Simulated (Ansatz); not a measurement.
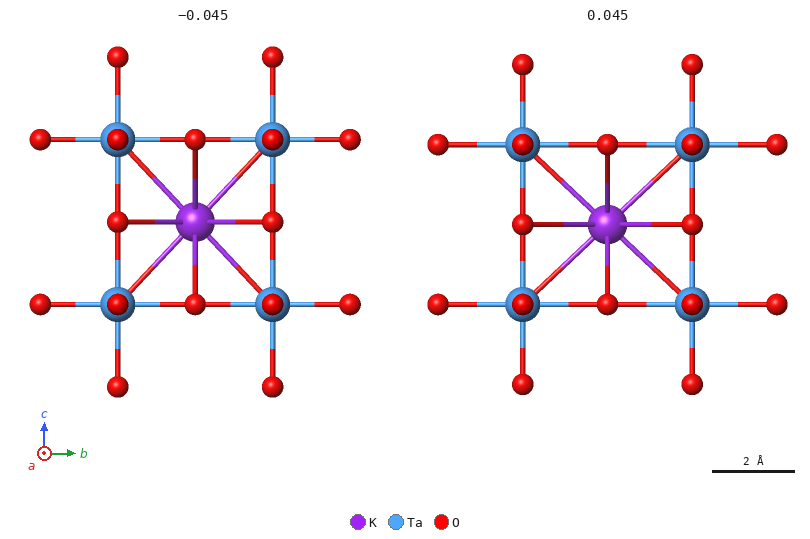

Crystalline KTaO₃ (set up in Pm-3m), under biaxial strain in the a–b plane (c relaxed, atoms fixed by symmetry), with energies (extrapolated to zero smearing) counted from the relaxed crystal, which is the row at zero. The picture shows the first and the last member. Style: ball-and-stick. Shown: the cell of the calculation, along the a axis.

Computed with Ansatz 0.2.0: DFT PBEsol, scalar-relativistic, plane waves, PAW. (plane-wave cutoff 420 eV; k-point mesh 8 × 8 × 8; occupations gaussian; smearing width 0.02 eV; no spin polarisation; force threshold 0.008 eV/Å)

| strain | energy (meV/atom) | a (Å) | c (Å) | band gap (eV) |
| --- | --- | --- | --- | --- |
| −0.045 | 94.47 | 3.806 | 4.054 | 2.21 |
| −0.03 | 39.70 | 3.866 | 4.029 | 2.19 |
| −0.015 | ? | ? | ? | ? |
| 0.0 | 0.00 | 3.986 | 3.986 | 2.14 |
| 0.015 | 8.64 | 4.045 | 3.965 | 2.05 |
| 0.03 | 32.57 | 4.105 | 3.947 | 1.96 |
| 0.045 | 69.54 | 4.165 | 3.931 | 1.87 |

### Fill in the missing row.

A parabola through three neighbouring rows (−0.045, −0.03, 0.0) gives, with Lagrange weights, (−0.3333)(94.47) + (1.0000)(39.70) + (0.3333)(0.00) = 8.21 meV/atom. The calculation gives 9.37 meV/atom (a = 3.926 Å, c = 4.006 Å). The estimate is 1.16 meV/atom too low. For the gap a parabola through the rows −0.045, −0.03, 0.0 gives 2.17 eV, and the calculation 2.17 eV (semilocal gaps, lower than measured ones as a rule). From the first member to the last: K–O 2.691 → 2.945 Å, O–Ta 1.903 → 2.082 Å, K–Ta 3.369 → 3.541 Å.

The whole series:

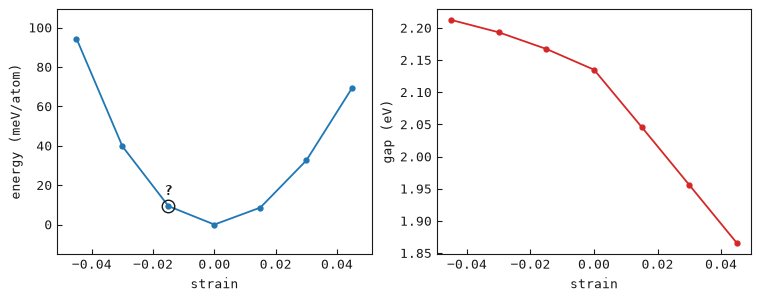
